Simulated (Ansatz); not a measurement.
**Run report: P, geometry relaxation**

System: P (Cmce, 4 atoms in the cell).
Method: DFT r2SCAN, scalar-relativistic, plane waves, PAW, no spin polarisation (Ansatz 0.2.0).

The structure derives from an entry of the Crystallography Open Database. Figures and captions count atoms from 1; the log counts them from 0 in places.

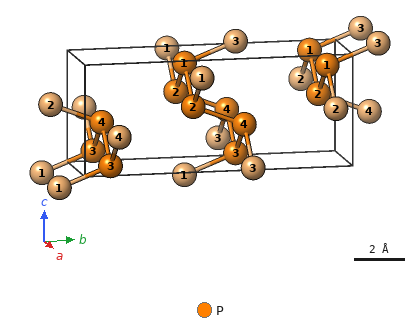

*The structure as given in the input (ball-and-stick view of the cell 2 times as large as that of the calculation, set on its symmetry axes, seen slightly off an axis; neighbours outside the cell are drawn fainter; atoms are numbered from 1 in the order of the input).*

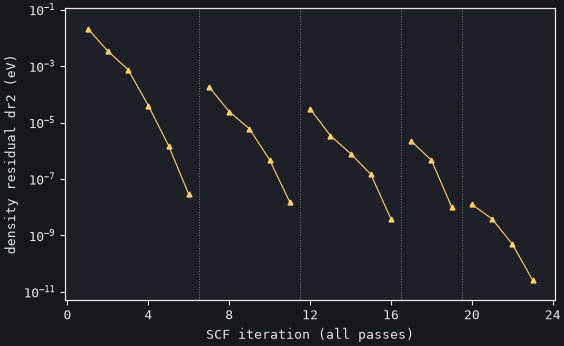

*Convergence of the self-consistent field: density residual dr2 against the SCF iteration. The dotted lines part the SCF passes of the relaxation: geometry steps, rejected trials and re-solves on a re-selected basis.*

The 5 passes take 3 to 6 iterations each, 23 in all.

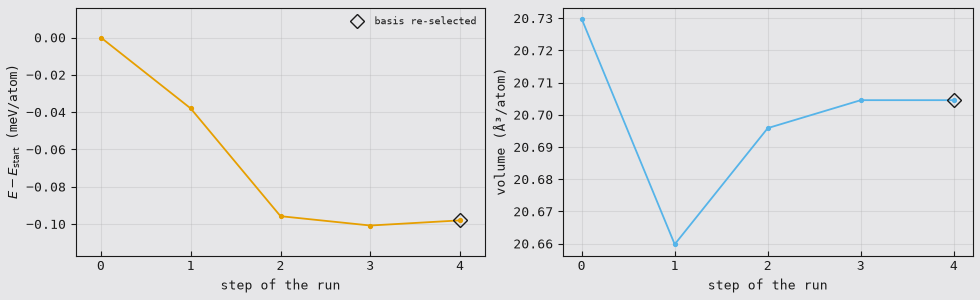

*Progress of the relaxation, step by step (the first geometry is step 0 here and step 1 in the log).*

Over 3 geometry steps the energy falls by 0.1 meV per atom. The largest force component goes from 0.027 to 0.0011 eV/Å. Pressure: −0.10 GPa at the start and 0.00 GPa at the end. The atoms keep their places relative to the cell (all moves are under 0.005 Å). Cell: a 3.306 → 3.300 Å (−0.2 %), b 10.998 → 11.020 Å (+0.2 %), c 4.561 → 4.555 Å (−0.1 %). Volume −0.1 %. The space group stays Cmce (No. 64). A last SCF at the same geometry on a re-selected plane-wave basis shifts the energy by +0.0 meV per atom.

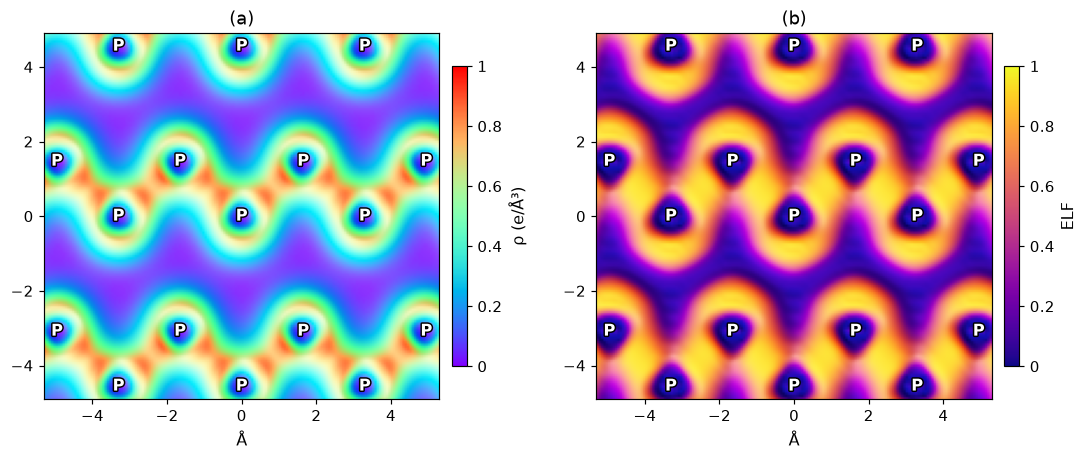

*(a) valence pseudo-density; (b) electron localisation function on the (010) plane of the conventional cell.*

Atoms in the plane: P. Away from the nuclei the density in this plane falls to 0.04 e/Å³ at its lowest. In a PAW calculation such maps are meaningful between the atoms, not at the nuclei.

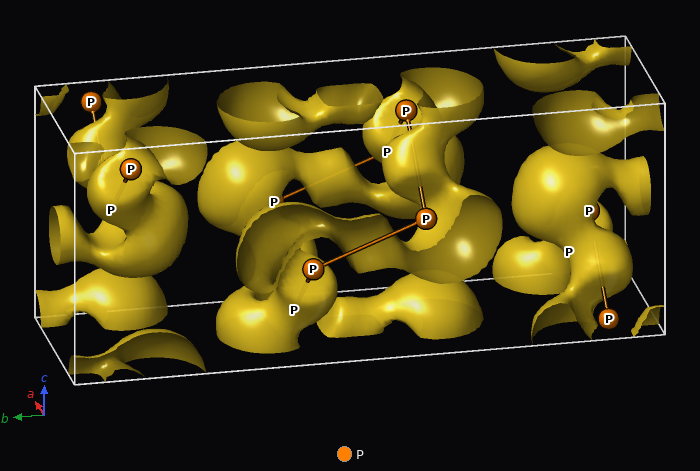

*Isosurface of the electron localisation function at 0.75 (yellow), seen at an oblique angle. Only the valence region is drawn (cores and ρ < 0.01 e/Å³ removed). Sticks mark near contacts. The outline is the cell set on symmetry axes.*

The ELF exceeds this value in sheets that run through the cell in two directions, counted in one cell of 8 atoms.  Values along the shortest contacts:

The input and output of the run follow.

### Input
```yaml
crystal:
  lattice:
    - [1.6530087253, -5.4990761868, 0.0]
    - [1.6530087253, 5.4990761868, 0.0]
    - [0.0, 0.0, 4.5610123031]
  atoms:
    - { symbol: P, position: [0.0953934753, 0.9046065247, 0.9113265893] }
    - { symbol: P, position: [0.5953934753, 0.4046065247, 0.5886734107] }
    - { symbol: P, position: [0.9046065247, 0.0953934753, 0.0886734107] }
    - { symbol: P, position: [0.4046065247, 0.5953934753, 0.4113265893] }
basis:
  ecutwfc: 500
kpoints:
  mp_grid: { grid: [12, 12, 8] }
hamiltonian:
  xc: r2scan
scf:
  occupations: { method: gaussian, width: 0.01 }
output:
  forces: true
  stress: true
  eigenvalues: true
  write_density: true
  write_potential: true
  elf: true
  volumetric_format: npy
relax:
  adjacent_minimum: "off"
  f_tol: 0.005
  max_steps: 80
  cell: { stress_tol: 0.05 }
```

Run as:
```bash
ansatz run input.yaml --threads 1 --pin off --max-ram 2560MiB --backend cpu --events-out ev --progress --plain --runs-dir out
```

### The program's output
```
Engine: ansatz 0.2.0, x86_64-unknown-linux-gnu
Pseudopotentials: kind: paw
Pseudopotential: P, paw, valence charge 5, recommended cutoff 500 eV (meta_gga), P.paw.azcp
Functional definition: r2SCAN
  parameter k0 = 0.174
  parameter k1 = 0.065
  parameter a1 = 4.9479
  exchange = r2scan_x(k0 = k0, k1 = k1, a1 = a1)
  correlation = r2scan_c
Crystal: 4 atoms, lattice volume = 82.919 Å³
Basis set: ecut = 500 eV, 2107 PW (Γ), exchange–correlation on 180×180×144 points (64 copies of the dense FFT grid, shifted against one another)
Bands: 14, of which v1, the nominal top of the filled ones, is band 10 counted from 1 (9 counted from 0)
Symmetry: 8 space group operations
Space group: Cmce (ITA 64), of the structure as read, at distance tolerance 4.4e-5 Å
k-points: 215 of 1152
Non-local potential: P, projectors of the file, l = 0: 2, l = 1: 2, l = 2: 2
PAW form: soft (Blöchl's): semilocal exchange-correlation on the pseudo side does not see the compensation charge
PAW frozen core: P, regenerated for the run's functional (the file was generated under x = pbe(κ = 0.804, μ = 0.2195149727645171), c = pbe(β = 0.06672455060314922))
PAW one-centre angular grid: P, 302 points (default); XC on 160 Gauss nodes
Initial density: superposition of atomic densities (neutral atoms: chi_scale 0, normalization atom), corrected by the library's trained network
Initial wavefunctions: pseudopotential atomic-orbital guess
Functional: x = r2scan, c = r2scan; τ floored in thin density (d = 2e-4 eV/Å³)
SCF iter   1: F=—  HF=-3036.628707 eV  |F-HF|=—  |Δ(HF+E_count)|=         —  Δρ=4.62e-3  dr2=2.14e-2  dr2_τ=3.22e-2  ethr=1.77e-3  ⟨swp⟩=8.0  Hψ=23136  notcnv=0
preconditioner: auto → none  [insulator: Δε(μ)=0.262 eV  Ē_g=9.429 eV  σ=0.010 eV  W_gap=1.00  n_scr=12 (ndim 8)  ℏωp=18.2 eV  f_vac=0.000  D(μ)=0.00/eV (n_scr^D=0)  ε∞_Penn≈4.7]
SCF iter   2: F=—  HF=-3036.657769 eV  |F-HF|=—  |Δ(HF+E_count)|=   2.91e-2  Δρ=2.23e-3  dr2=3.37e-3  dr2_τ=1.21e-4  ethr=1.07e-4  ⟨swp⟩=3.7  Hψ=8757  notcnv=0
SCF iter   3: F=—  HF=-3036.657666 eV  |F-HF|=—  |Δ(HF+E_count)|=   1.03e-4  Δρ=1.07e-3  dr2=7.47e-4  dr2_τ=2.09e-5  ethr=1.69e-5  ⟨swp⟩=3.0  Hψ=5971  notcnv=0
SCF iter   4: F=—  HF=-3036.657672 eV  |F-HF|=—  |Δ(HF+E_count)|=   6.03e-6  Δρ=2.56e-4  dr2=3.96e-5  dr2_τ=1.66e-6  ethr=3.73e-6  ⟨swp⟩=2.1  Hψ=5418  notcnv=0
SCF iter   5: F=—  HF=-3036.657696 eV  |F-HF|=—  |Δ(HF+E_count)|=   2.33e-5  Δρ=4.92e-5  dr2=1.52e-6  dr2_τ=5.74e-8  ethr=1.98e-7  ⟨swp⟩=2.7  Hψ=6127  notcnv=0
SCF iter   6: F=-3036.657697 eV  HF=-3036.657697 eV  |F-HF|=2.04e-8  |Δ(HF+E_count)|=   9.61e-7  Δρ=6.84e-6  dr2=2.84e-8  dr2_τ=1.05e-9  ethr=5.00e-10  ⟨swp⟩=11.3  Hψ=29541  notcnv=0
SCF 1 converged in 6 iterations: F = -3036.657697 eV  dr2 = 2.84e-8
  greatest PAW one-centre occupation: 0.806 electrons in one spin orbital (limit 2), on the P atom at site 3 (counted from 0), in its partial waves of l = 0
relax step   1: F+E_penalty+E_count = -3036.65769657 eV  Δ(F+E_penalty+E_count) = +0.000e0 eV  max|allowed force component| = 2.679e-2 eV/Å  Δτ_max = 0.0000 Å  P = -0.101 GPa  Ω = 82.919 Å³  (6 SCF iters, dr2 threshold 1.00e-7 eV, accepted)
Crystal: 4 atoms, lattice volume = 82.639 Å³
Initial density: handed on by an earlier stage of this run
Initial wavefunctions: those handed on with the density
iter 1 solved again at ethr=9.13e-7 eV; its pass at ethr=3.10e-3 eV (dr2=1.83e-4 eV) is discarded
SCF iter   1: F=—  HF=-3036.657693 eV  |F-HF|=—  |Δ(HF+E_count)|=         —  Δρ=4.31e-4  dr2=1.85e-4  dr2_τ=4.57e-5  ethr=9.13e-7  ⟨swp⟩=3.0  Hψ=25536  notcnv=0
preconditioner: auto → none  [insulator: Δε(μ)=0.241 eV  Ē_g=9.439 eV  σ=0.010 eV  W_gap=1.00  n_scr=12 (ndim 8)  ℏωp=18.3 eV  f_vac=0.000  D(μ)=0.00/eV (n_scr^D=0)  ε∞_Penn≈4.7]
SCF iter   2: F=—  HF=-3036.657847 eV  |F-HF|=—  |Δ(HF+E_count)|=   1.53e-4  Δρ=1.87e-4  dr2=2.42e-5  dr2_τ=4.20e-7  ethr=9.13e-7  ⟨swp⟩=2.1  Hψ=5615  notcnv=0
SCF iter   3: F=—  HF=-3036.657849 eV  |F-HF|=—  |Δ(HF+E_count)|=   1.99e-6  Δρ=7.90e-5  dr2=6.00e-6  dr2_τ=1.03e-7  ethr=1.21e-7  ⟨swp⟩=2.2  Hψ=4738  notcnv=0
SCF iter   4: F=—  HF=-3036.657849 eV  |F-HF|=—  |Δ(HF+E_count)|=   1.10e-9  Δρ=2.52e-5  dr2=4.70e-7  dr2_τ=1.19e-8  ethr=3.00e-8  ⟨swp⟩=2.1  Hψ=4608  notcnv=0
SCF iter   5: F=-3036.657849 eV  HF=-3036.657849 eV  |F-HF|=1.39e-8  |Δ(HF+E_count)|=   1.18e-7  Δρ=6.24e-6  dr2=1.48e-8  dr2_τ=2.98e-10  ethr=2.00e-9  ⟨swp⟩=12.1  Hψ=26524  notcnv=0
SCF 2 converged in 5 iterations: F = -3036.657849 eV  dr2 = 1.48e-8
  greatest PAW one-centre occupation: 0.806 electrons in one spin orbital (limit 2), on the P atom at site 2 (counted from 0), in its partial waves of l = 0
relax step   2: F+E_penalty+E_count = -3036.65784881 eV  Δ(F+E_penalty+E_count) = -1.522e-4 eV  max|allowed force component| = 4.317e-2 eV/Å  Δτ_max = 0.0032 Å  P = +0.072 GPa  Ω = 82.639 Å³  energy of the carried Pulay correction = +2.766e-5 eV  (5 SCF iters, dr2 threshold 4.00e-7 eV, accepted)
Crystal: 4 atoms, lattice volume = 82.784 Å³
iter 1 solved again at ethr=1.72e-7 eV; its pass at ethr=3.10e-3 eV (dr2=3.43e-5 eV) is discarded
SCF iter   1: F=—  HF=-3036.658045 eV  |F-HF|=—  |Δ(HF+E_count)|=         —  Δρ=1.74e-4  dr2=3.06e-5  dr2_τ=1.07e-5  ethr=1.72e-7  ⟨swp⟩=3.9  Hψ=25595  notcnv=0
preconditioner: auto → none  [insulator: Δε(μ)=0.251 eV  Ē_g=9.435 eV  σ=0.010 eV  W_gap=1.00  n_scr=12 (ndim 8)  ℏωp=18.3 eV  f_vac=0.000  D(μ)=0.00/eV (n_scr^D=0)  ε∞_Penn≈4.7]
SCF iter   2: F=—  HF=-3036.658079 eV  |F-HF|=—  |Δ(HF+E_count)|=   3.43e-5  Δρ=7.72e-5  dr2=3.45e-6  dr2_τ=8.10e-8  ethr=1.53e-7  ⟨swp⟩=2.1  Hψ=4765  notcnv=0
SCF iter   3: F=—  HF=-3036.658080 eV  |F-HF|=—  |Δ(HF+E_count)|=   9.83e-7  Δρ=3.13e-5  dr2=7.94e-7  dr2_τ=1.53e-8  ethr=1.72e-8  ⟨swp⟩=2.2  Hψ=4685  notcnv=0
SCF iter   4: F=—  HF=-3036.658080 eV  |F-HF|=—  |Δ(HF+E_count)|=   9.73e-8  Δρ=1.20e-5  dr2=1.47e-7  dr2_τ=2.82e-9  ethr=3.97e-9  ⟨swp⟩=2.2  Hψ=4859  notcnv=0
SCF iter   5: F=-3036.658080 eV  HF=-3036.658080 eV  |F-HF|=9.47e-10  |Δ(HF+E_count)|=   4.80e-9  Δρ=2.62e-6  dr2=3.80e-9  dr2_τ=4.47e-11  ethr=6.67e-10  ⟨swp⟩=11.4  Hψ=24571  notcnv=0
SCF 3 converged in 5 iterations: F = -3036.658080 eV  dr2 = 3.80e-9
relax step   3: F+E_penalty+E_count = -3036.65808022 eV  Δ(F+E_penalty+E_count) = -2.314e-4 eV  max|allowed force component| = 1.396e-2 eV/Å  Δτ_max = 0.0016 Å  P = -0.004 GPa  Ω = 82.784 Å³  energy of the carried Pulay correction = +1.339e-5 eV  (5 SCF iters, dr2 threshold 1.33e-7 eV, accepted)
Crystal: 4 atoms, lattice volume = 82.818 Å³
iter 1 solved again at ethr=7.17e-9 eV; its pass at ethr=3.10e-3 eV (dr2=1.43e-6 eV) is discarded
SCF iter   1: F=—  HF=-3036.658097 eV  |F-HF|=—  |Δ(HF+E_count)|=         —  Δρ=6.11e-5  dr2=2.17e-6  dr2_τ=2.21e-6  ethr=7.17e-9  ⟨swp⟩=3.8  Hψ=25849  notcnv=0
preconditioner: auto → none  [insulator: Δε(μ)=0.244 eV  Ē_g=9.436 eV  σ=0.010 eV  W_gap=1.00  n_scr=12 (ndim 8)  ℏωp=18.2 eV  f_vac=0.000  D(μ)=0.00/eV (n_scr^D=0)  ε∞_Penn≈4.7]
SCF iter   2: F=—  HF=-3036.658100 eV  |F-HF|=—  |Δ(HF+E_count)|=   3.26e-6  Δρ=3.01e-5  dr2=4.63e-7  dr2_τ=5.53e-9  ethr=7.17e-9  ⟨swp⟩=2.0  Hψ=5156  notcnv=0
SCF iter   3: F=-3036.658100 eV  HF=-3036.658100 eV  |F-HF|=3.16e-9  |Δ(HF+E_count)|=   3.91e-8  Δρ=2.81e-6  dr2=1.02e-8  dr2_τ=2.75e-10  ethr=6.89e-11  ⟨swp⟩=9.7  Hψ=26127  notcnv=0
SCF 4 converged in 3 iterations: F = -3036.658100 eV  dr2 = 1.02e-8
relax step   4: F+E_penalty+E_count = -3036.65810021 eV  Δ(F+E_penalty+E_count) = -1.999e-5 eV  max|allowed force component| = 1.083e-3 eV/Å  Δτ_max = 0.0005 Å  P = -0.003 GPa  Ω = 82.818 Å³  energy of the carried Pulay correction = +9.967e-6 eV  (3 SCF iters, dr2 threshold 1.38e-8 eV, accepted)
Initial wavefunctions: pseudopotential atomic-orbital guess (no wavefunctions were taken with the density)
iter 1 solved again at ethr=1.14e-6 eV; its pass at ethr=3.10e-3 eV (dr2=2.28e-4 eV) is discarded
SCF iter   1: F=—  HF=-3036.658080 eV  |F-HF|=—  |Δ(HF+E_count)|=         —  Δρ=3.72e-6  dr2=1.25e-8  dr2_τ=1.64e-9  ethr=1.14e-6  ⟨swp⟩=4.0  Hψ=32780  notcnv=0
eigensolver tolerance schedule: the retry pair's looser diagonalisation over-reported the residual by 18211.00 of it (diagonalisation noise at an unbounded share of the residual, at the tolerance the schedule requests for it); recorded, not acted on — ethr = c·dr2/N_el stays at c = 1.0e-1
SCF iter   2: F=—  HF=-3036.658089 eV  |F-HF|=—  |Δ(HF+E_count)|=   9.08e-6  Δρ=2.10e-6  dr2=3.84e-9  dr2_τ=2.14e-10  ethr=6.27e-11  ⟨swp⟩=4.3  Hψ=8323  notcnv=0
SCF iter   3: F=—  HF=-3036.658089 eV  |F-HF|=—  |Δ(HF+E_count)|=  2.85e-10  Δρ=1.25e-6  dr2=4.90e-10  dr2_τ=6.64e-11  ethr=1.92e-11  ⟨swp⟩=2.0  Hψ=4450  notcnv=0
SCF iter   4: F=-3036.658089 eV  HF=-3036.658089 eV  |F-HF|=1.00e-11  |Δ(HF+E_count)|=  9.60e-10  Δρ=2.11e-7  dr2=2.64e-11  dr2_τ=4.88e-12  ethr=1.00e-12  ⟨swp⟩=7.3  Hψ=21596  notcnv=0
SCF 5 converged in 4 iterations: F = -3036.658089 eV  dr2 = 2.64e-11
relax step   5: F+E_penalty+E_count = -3036.65808885 eV  Δ(F+E_penalty+E_count) = +1.136e-5 eV  max|allowed force component| = 1.117e-3 eV/Å  Δτ_max = 0.0000 Å  P = -0.003 GPa  Ω = 82.818 Å³  stress off target by 8.85e-3 GPa  SCF on the basis re-selected at this cell (its energy is not comparable with the rows above)  (4 SCF iters)
basis re-selected at this cell: Δ(F+E_penalty+E_count) = +1.136e-5 eV, ΔP = -0.000 GPa vs the last step (what re-selecting the basis moved, of the pressure what is left beyond the Pulay correction that the steps carried, after the strain that the cell walked since its last selection, with what the two solves' SCF thresholds leave and, on support functions, any second-order correction that the steps lacked; it is no measure of the basis error at this ecutwfc). This SCF's stress stands 8.85e-3 GPa from its target on what of the cell is left free (relax.cell.stress_tol is 5.00e-2 GPa) and its largest allowed force component is 1.12e-3 eV/Å (relax.f_tol is 5.00e-3 eV/Å): within both
SCF converged after 4 iterations
Free energy (F): -3036.658089 eV
Harris-Foulkes:  -3036.658089 eV  (|F-HF|=1.00e-11)
Internal energy: -3036.658089 eV  (E = F + TS)
E sigma→0 (E₀):  -3036.658089 eV
Fermi energy:    6.743075 eV
--- Per-component energies (eV) ---
  E_band       = -9.941587
  E_kinetic    = 279.272920
  E_local      = -345.352768  (includes V_loc(G=0)·N_el)
  E_nonlocal   = 133.177886
  E_hartree    = 100.849898
  E_xc         = -232.576152
  E_vxc        = -259.465032  (∫ρ·V_xc dr)
  E_paw        = -2303.040252  (= ΣΔE_a)
  E_vpaw       = -31.347192  (= ΣTr[D̂ρ^β])
  E_aug_tail   = 0.000002  (compensation charges beyond the density's cutoff)
  E_vtau       = 12.072778  (kinetic-family band-sum trace: ∫τ·v_τ [+ j·A + Jᵃ·Aᵃ] dr)
  E_ewald      = -668.626253
  E_core_change = -0.363369  (= ΣΔE_core)
  E_smearing   = -0.000000  (= −TS)
  E_closure    = -0.000000  (closes the sum)
  Σ components = -3036.658089   (vs F -3036.658089, Δ=0.00e0)
--- Forces (eV/Å), atoms counted from 1 ---
  atom   1  P      0.00000000     0.00034051    -0.00111717
  atom   2  P      0.00000000     0.00034051     0.00111717
  atom   3  P      0.00000000    -0.00034051     0.00111717
  atom   4  P      0.00000000    -0.00034051    -0.00111717
  max |Σ_I F_I| component: 2.17e-19 eV/Å
--- Stress (GPa, compression-positive) ---
       -0.008849       0.000000       0.000000
        0.000000      -0.001125       0.000000
        0.000000       0.000000      -0.000505
  P = ⅓ Tr σ = -0.0035 GPa (-0.035 kbar)
--- Band table (eV; the first three rows and the last of 215) ---
  k-point 0: bands = ["-9.9030", "-7.0524", "-3.5973", "-0.4028", "1.5104", "1.5622", "2.3666", "3.7602", "3.9370", "5.3980", "7.3219", "7.8937", "8.7799", "9.6105"]
  k-point 1: bands = ["-9.8200", "-7.1899", "-3.5870", "-0.5647", "1.2744", "1.8920", "2.4279", "3.8909", "4.2792", "4.8140", "7.8008", "8.1338", "8.6551", "9.5219"]
  k-point 2: bands = ["-9.5755", "-7.5739", "-3.4684", "-1.1183", "1.1943", "2.6044", "2.7401", "3.7463", "3.8377", "5.1557", "8.1128", "8.3301", "9.1667", "9.3892"]
  k-point 214: bands = ["-8.6223", "-8.6223", "-3.0716", "-3.0716", "3.1681", "3.1681", "3.6846", "3.6846", "4.5952", "4.5952", "8.2720", "8.2720", "9.4538", "9.4538"]
--- Relaxed structure (4 steps of the walk, 4 accepted, 1 SCFs on fresh bases) ---
  F+E_penalty+E_count = -3036.65808885 eV   max|allowed force component| = 1.117e-3 eV/Å   (the final SCF, on the basis selected at the relaxed cell)
  cell:  # Å, volume = 82.8183 Å³
    - [1.6498005289966309, -5.509954639298485, 0.0]
    - [1.6498005289966309, 5.509954639298485, 0.0]
    - [0.0, 0.0, 4.555296876588101]
  atoms:
    - { symbol: P, position: [0.09542821278692398, 0.9045717872130761, 0.9115553304647633] }
    - { symbol: P, position: [0.595428212786924, 0.40457178721307596, 0.5884446695352366] }
    - { symbol: P, position: [0.9045717872130761, 0.09542821278692398, 0.08844466953523647] }
    - { symbol: P, position: [0.40457178721307596, 0.595428212786924, 0.4115553304647635] }
```

### Trajectory as extended XYZ (Å, eV, eV/Å), 5 frames, from step=1 to step=5
```
4
Lattice="1.6530 -5.4991 0.0000 1.6530 5.4991 0.0000 0.0000 0.0000 4.5610" Properties=species:S:1:pos:R:3:forces:R:3 step=1 energy=-3036.65770 pressure_GPa=-0.10
P     1.6530    4.4499    4.1566    0.0000  -0.0268  -0.0121
P     1.6530   -1.0492    2.6849    0.0000  -0.0268   0.0121
P     1.6530   -4.4499    0.4044    0.0000   0.0268   0.0121
P     1.6530    1.0492    1.8761    0.0000   0.0268  -0.0121
4
Lattice="1.6475 -5.5064 0.0000 1.6475 5.5064 0.0000 0.0000 0.0000 4.5548" Properties=species:S:1:pos:R:3:forces:R:3 step=2 energy=-3036.65785 pressure_GPa=0.07
P     1.6475    4.4550    4.1540    0.0000  -0.0124  -0.0432
P     1.6475   -1.0514    2.6782    0.0000  -0.0124   0.0432
P     1.6475   -4.4550    0.4008    0.0000   0.0124   0.0432
P     1.6475    1.0514    1.8766    0.0000   0.0124  -0.0432
4
Lattice="1.6500 -5.5075 0.0000 1.6500 5.5075 0.0000 0.0000 0.0000 4.5550" Properties=species:S:1:pos:R:3:forces:R:3 step=3 energy=-3036.65808 pressure_GPa=-0.00
P     1.6500    4.4563    4.1526    0.0000  -0.0079  -0.0140
P     1.6500   -1.0512    2.6798    0.0000  -0.0079   0.0140
P     1.6500   -4.4563    0.4024    0.0000   0.0079   0.0140
P     1.6500    1.0512    1.8751    0.0000   0.0079  -0.0140
4
Lattice="1.6498 -5.5100 0.0000 1.6498 5.5100 0.0000 0.0000 0.0000 4.5553" Properties=species:S:1:pos:R:3:forces:R:3 step=4 energy=-3036.65810 pressure_GPa=-0.00
P     1.6498    4.4583    4.1524    0.0000   0.0003  -0.0011
P     1.6498   -1.0516    2.6805    0.0000   0.0003   0.0011
P     1.6498   -4.4583    0.4029    0.0000  -0.0003   0.0011
P     1.6498    1.0516    1.8748    0.0000  -0.0003  -0.0011
4
Lattice="1.6498 -5.5100 0.0000 1.6498 5.5100 0.0000 0.0000 0.0000 4.5553" Properties=species:S:1:pos:R:3:forces:R:3 step=5 energy=-3036.65809 pressure_GPa=-0.00
P     1.6498    4.4583    4.1524    0.0000   0.0003  -0.0011
P     1.6498   -1.0516    2.6805    0.0000   0.0003   0.0011
P     1.6498   -4.4583    0.4029    0.0000  -0.0003   0.0011
P     1.6498    1.0516    1.8748    0.0000  -0.0003  -0.0011
```

### Key numbers

| quantity | value |
| --- | --- |
| outcome | converged |
| space group (tolerance 0.01 Å) | Cmce (64) |
| electrons treated | 20 |
| free energy | −3036.6581 eV |
| Fermi energy | 6.743 eV |
| gap on the k-point mesh | 0.24 eV |
| pressure | 0.00 GPa |
| final volume | 82.82 Å³ |
| largest force (length of the vector) at the end | 0.001 eV/Å |
| final cell | a = 5.752 Å, b = 5.752 Å, c = 4.555 Å, α = 90.00°, β = 90.00°, γ = 146.66° |
| hardware | 1 thread of AMD EPYC (Zen 3), 32 GiB of memory available, shared host |
| wall time | 2 min |
| peak memory | 0.96 GiB |
